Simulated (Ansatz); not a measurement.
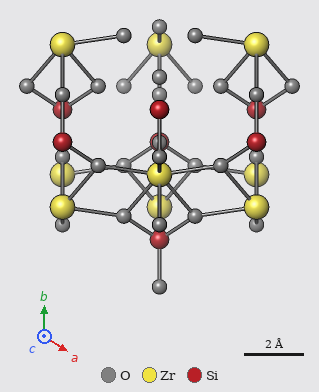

This is the input geometry for a relaxation of a defect cell of composition Zr7Si8O33. Style: ball-and-stick. Shown: the atoms within 5.0 Å of the atom that moves most (axes of the cell of the calculation (origin shifted)), along the c axis.

Case: O on a Zr site (a), charge +0, atoms relaxed at the host's cell.

All numbers below come from DFT PBE, scalar-relativistic, plane waves, PAW (Ansatz 0.2.0).

(plane-wave cutoff 420 eV; k-point mesh 2 × 2 × 2; occupations gaussian; smearing width 0.01 eV; mesh shifted by (0.5, 0.5, 0.5); no spin polarisation; atoms relaxed in a fixed cell; force threshold 0.025 eV/Å; at most 45 steps)

```
CELL_PARAMETERS angstrom
0.00000 6.67752 -6.02347
-6.67752 0.00000 6.02347
6.67752 0.00000 6.02347
ATOMIC_POSITIONS crystal
O 0.50000 0.75000 0.25000
Zr 0.00000 0.50000 0.50000
Zr 0.50000 0.25000 0.75000
Zr 0.00000 0.00000 0.00000
Zr 0.50000 0.37500 0.37500
Zr 0.00000 0.12500 0.62500
Zr 0.50000 0.87500 0.87500
Zr 0.00000 0.62500 0.12500
Si 0.50000 0.00000 0.50000
Si 0.00000 0.75000 0.75000
Si 0.50000 0.50000 0.00000
Si 0.00000 0.25000 0.25000
Si 0.00000 0.87500 0.37500
Si 0.50000 0.62500 0.62500
Si 0.00000 0.37500 0.87500
Si 0.50000 0.12500 0.12500
O 0.31624 0.81795 0.31795
O 0.81624 0.56795 0.56795
O 0.31624 0.31795 0.81795
O 0.81624 0.06795 0.06795
O 0.00000 0.69295 0.37671
O 0.50000 0.44295 0.62671
O 0.00000 0.19295 0.87671
O 0.50000 0.94295 0.12671
O 0.00000 0.87671 0.19295
O 0.50000 0.62671 0.44295
O 0.00000 0.37671 0.69295
O 0.50000 0.12671 0.94295
O 0.18376 0.25171 0.25171
O 0.68376 0.00171 0.50171
O 0.18376 0.75171 0.75171
O 0.68376 0.50171 0.00171
O 0.50000 0.18205 0.49829
O 0.00000 0.93205 0.74829
O 0.50000 0.68205 0.99829
O 0.00000 0.43205 0.24829
O 0.18376 0.05705 0.55705
O 0.68376 0.80705 0.80705
O 0.18376 0.55705 0.05705
O 0.68376 0.30705 0.30705
O 0.81624 0.87329 0.37329
O 0.31624 0.62329 0.62329
O 0.81624 0.37329 0.87329
O 0.31624 0.12329 0.12329
O 0.00000 0.24829 0.43205
O 0.50000 0.99829 0.68205
O 0.00000 0.74829 0.93205
O 0.50000 0.49829 0.18205
```

**What does the optimiser find from here?**

The largest moves, 0.21 Å, are those of O17, O30, O35 and O48. O48 goes along [0 −3 −1]. Largest moves by element: O 0.21 Å, Si 0.08 Å, Zr 0.03 Å. The cell stays as it was. Near-neighbour distances that change, for instance: Zr5–O26 2.283 → 2.195 Å, Zr5–O48 2.153 → 2.077 Å, Zr3–O19 2.283 → 2.224 Å, Zr3–O22 2.153 → 2.211 Å. Among the angles between lasting bonds that change: O35–Si11–O48 97.0° → 109.0°, Zr5–O48–Si11 149.7° → 161.2°, Zr8–O39–Si15 99.0° → 102.7°. After 8 accepted moves (9 points after the start) the energy has fallen by 0.497 eV per cell of the calculation. Largest force component: 1.1 eV/Å at the start, 0.02 eV/Å at the end. 1 step only repeated the SCF at the same geometry. The run may lie on a higher electronic state than the lowest, so the end point isn't shown to be the ground-state structure.

After the run, drawn alike:

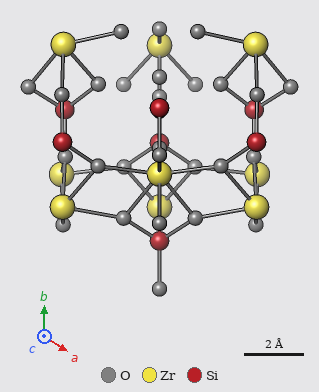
